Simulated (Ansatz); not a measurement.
The structure in question:

```cif
data_structure
_symmetry_space_group_name_H-M 'P 63/m m c'
_symmetry_Int_Tables_number 194
_cell_length_a 2.7395
_cell_length_b 2.7395
_cell_length_c 8.9400
_cell_angle_alpha 90.000
_cell_angle_beta 90.000
_cell_angle_gamma 120.000
_cell_volume 58.10
loop_
_atom_site_label
_atom_site_type_symbol
_atom_site_symmetry_multiplicity
_atom_site_Wyckoff_symbol
_atom_site_fract_x
_atom_site_fract_y
_atom_site_fract_z
_atom_site_occupancy
Ir1 Ir 2 a 0.00000 0.00000 0.00000 1
Ir2 Ir 2 c 0.33333 0.66667 0.25000 1
```

Say what kind of structure these coordinates give.

Answer. The element is iridium. The atoms follow space group P6_3/mmc (No. 194); the Bravais lattice is primitive hexagonal. In terms of structure types, this is double hexagonal close-packed (α-La type). The cell holds four atoms. The Ir atoms are each bonded to twelve Ir at 2.74 Å. The bonds build a three-dimensional framework.

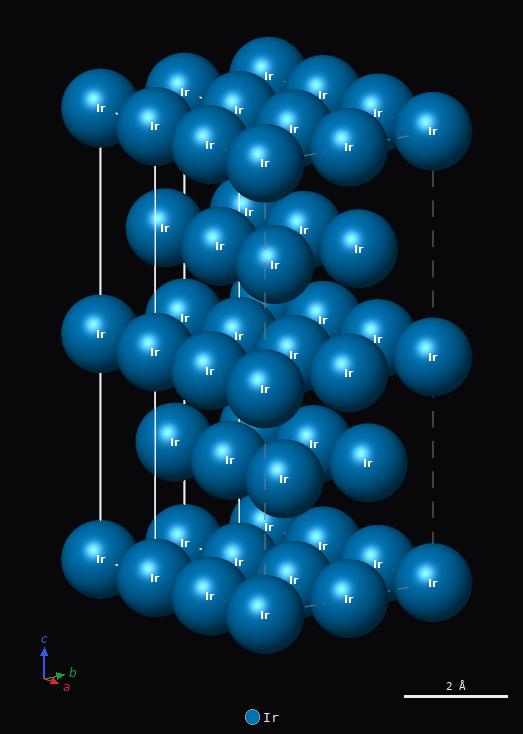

An orthographic spheres-only view of the structure, slightly off an axis. Shown are 3×2×1 repeats of the conventional unit cell, one of them outlined in solid lines. Colours: iridium blue.

Origin of the cell: a structure listed in the Materials Project, with elements exchanged, so it need not be a known form of the compound. The structure drawn was relaxed with Ansatz 0.2.0, DFT PBE, scalar-relativistic, plane waves, PAW.
